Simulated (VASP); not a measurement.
Consider Ru.

Input file:

```
SYSTEM = Ru
  PREC = Accurate
  ENCUT = 520
  EDIFF = 1E-6
  ISMEAR = 0
  SIGMA = 0.15
  LREAL = .FALSE.
  LASPH = .TRUE.
  NELM = 100
  ALGO = Normal
  ISIF = 2
  LWAVE = .FALSE.
  LCHARG = .TRUE.
  METAGGA = R2SCAN
  LMIXTAU = .TRUE.
  LELF = .TRUE.
  LVHAR = .TRUE.
  NBANDS = 13
  ISTART = 1
```

Launched as:

```sh
cat potpaw_PBE.64/Ru_pv/POTCAR > POTCAR
cp INCAR.step1 INCAR
mpirun -np 1 vasp_std > vasp.out
cp INCAR.step2 INCAR
mpirun -np 1 vasp_std > vasp.out
```

Below, planes, directions and counts refer to the conventional cell (a = 2.92 Å, b = 2.92 Å, c = 3.83 Å, α = 90.00°, β = 90.00°, γ = 90.00°).

Space group I4/mmm; changed on purpose from its base cell (strain +0.080 along x and y, +0.000 along z, atoms carried along); computed pressure about −38 GPa in this cell.

These are results of Kohn-Sham DFT of a periodic cell, r2SCAN, VASP PAW PBE potentials, recommended (VASP), not measurements.

Q: What can the converged valence pseudo-density and electron localisation function tell about the bonding?

A: Ru–Ru (2.82 Å): ρ at the midpoint is about 0.31 e/Å³; the ELF is about 0.30 at the midpoint (no localised pair shows between them).

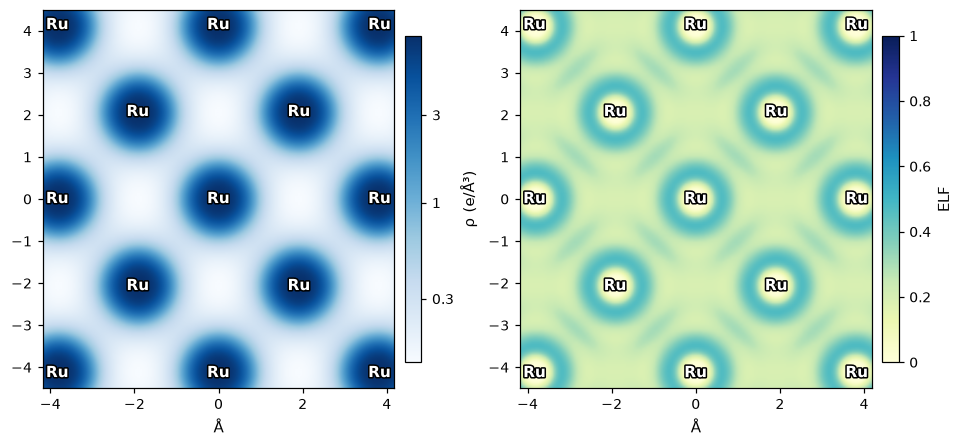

Computed valence pseudo-density and electron localisation function on the (110) plane of the conventional cell, in this order. 
